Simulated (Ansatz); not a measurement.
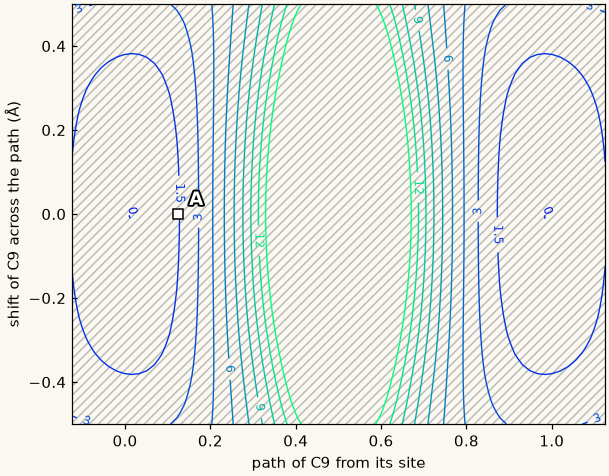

SiC (F-43m phase) with one C vacancy (15 atoms in the cell, cell charge +4). 
- An atom moved over a plane that holds its own site and a neighbouring vacancy (x, y and z along the cube axes).
- First axis: path of C9 from its site (0) to the vacancy (1), 3.097 Å. Second axis: shift of C9 across the path, along the Cartesian direction [1 0 −1].
- Nothing is relaxed (all other atoms held at the sites of the perfect crystal).
- The grid has 11 × 9 points; 21 points were computed and 71 follow by symmetry. At 7 points there is no value (left out of the scan, as a rule where atoms come close).
- Points are written as (first, second).
- Energies are in eV per cell, from the lowest grid point.
- The cell is charged on a uniform background, without a charge correction.
- Level of theory: Ansatz, DFT PBE, scalar-relativistic, plane waves, PAW. Settings: cutoff 420 eV, k-mesh 6×6×6, gaussian smearing 0.05 eV, no spin polarisation.

The picture shows contour lines labelled in eV (none above 13.5), hatched blanks where no value was computed, the point A. Between grid points the surface is interpolated.

> Is A at rest? If not, where is it pushed?

A, at (0.125, 0.000 Å), is not a stationary point. The computed force is 25 eV for each unit of the axis towards smaller values of the first coordinate and nearly zero along the second coordinate.

PAW datasets: the set soft_1.
